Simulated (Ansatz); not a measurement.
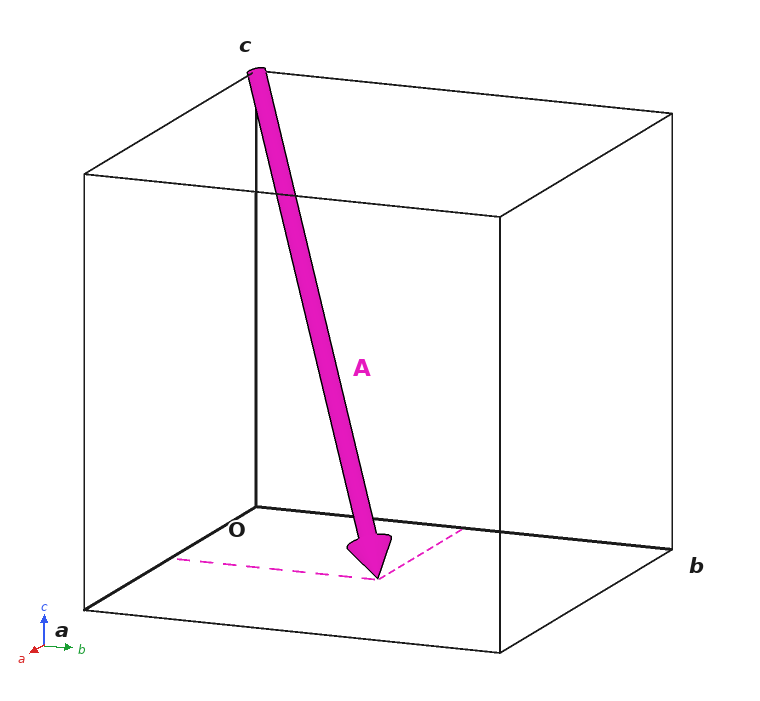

The arrow starts at a corner of the unit cell and ends on its surface; where a tip isn't a corner, dashed lines run from it parallel to the axes. Crystal: La, coordinates from a relaxation with Ansatz, DFT, r2SCAN, plane waves (500 eV) with PAW, scalar-relativistic; the starting structure was generated, so it need not be a known form of this composition. Geometry calculated from the standardised cell; symmetry tolerance 0.002 Å.

a = 5.309 Å, b = 5.309 Å, c = 5.309 Å, α = 90.00°, β = 90.00°, γ = 90.00°.

Index the direction.

Answer. Arrow A runs from (0, 0, 1) to (1/2, 1/2, 0), so [1 1 −2].

How long is the vector ua + vb + wc?

Answer. 13.005 Å.

In Fm-3m (No. 225), how many directions are equivalent to A (Laue class m-3m, both senses counted)?

Answer. 24.
